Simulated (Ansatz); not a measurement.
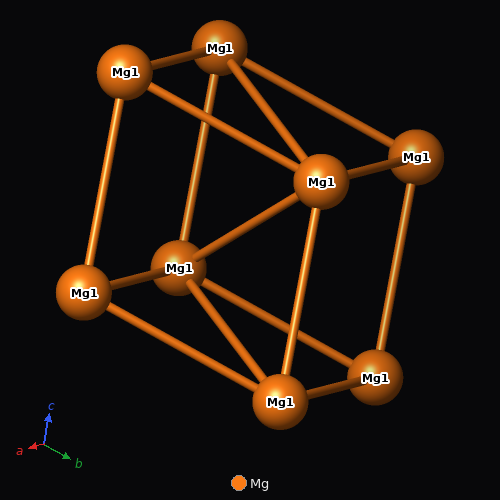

The system is Mg (I4/mmm, No. 139; 1 atom in the cell); the picture shows the reference structure. 
- The energy is mapped over the lattice constants a and c of the conventional cell.
- First axis: lattice constant a (and b). Second axis: lattice constant c.
- Nothing is relaxed (symmetry fixes all fractional coordinates).
- Grid: 7 × 7 points.
- Energies are in meV/atom, from the lowest grid point.
- Level of theory: Ansatz, DFT PBE, scalar-relativistic, plane waves, PAW. Settings: cutoff 520 eV, k-mesh 18×18×18, gaussian smearing 0.15 eV, no spin polarisation.

Its coordinates:

```
CELL_PARAMETERS angstrom
-1.83555 1.83555 1.70487
1.83555 -1.83555 1.70487
1.83555 1.83555 -1.70487
ATOMIC_POSITIONS crystal
Mg 0.00000 0.00000 0.00000
```

Range: lattice constant a (and b) from 3.414 to 3.928 Å; lattice constant c from 3.001 to 3.819 Å.

What will the energy surface look like?

Answer. The lowest grid point is at lattice constant a (and b) = 3.500 Å, lattice constant c = 3.819 Å. It lies on the edge of the grid, but the force there points inwards, so the minimum lies inside the range. The highest grid point, lattice constant a (and b) = 3.414 Å, lattice constant c = 3.001 Å, lies 235 meV/atom above the lowest.

```tsv
lattice constant c ↓, lattice constant a (and b) →	3.414	3.500	3.586	3.671	3.757	3.842	3.928
3.819	1	0	11	32	60	94	133
3.683	11	1	3	16	37	66	100
3.546	29	9	1	5	19	41	69
3.410	58	24	7	2	7	21	43
3.273	97	52	23	8	4	11	27
3.137	155	95	54	28	17	16	24
3.001	235	161	108	73	51	41	42
```

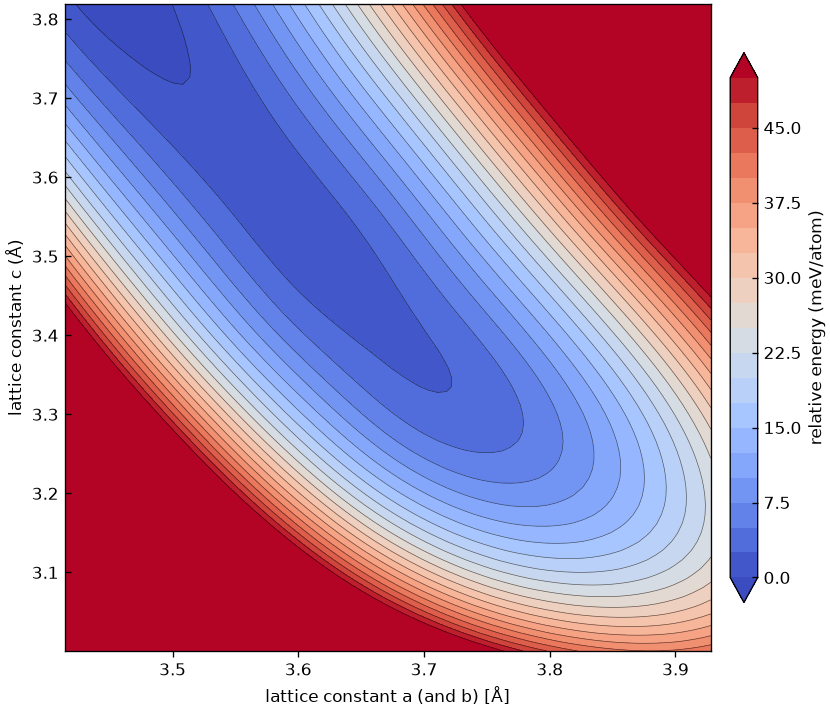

Drawn: filled contours, one colour for all values above the top of the scale. Between grid points the surface is interpolated.

Time for the 49 points that were run: 9.1 min on 1 thread of Arm Neoverse N1 (shared host).
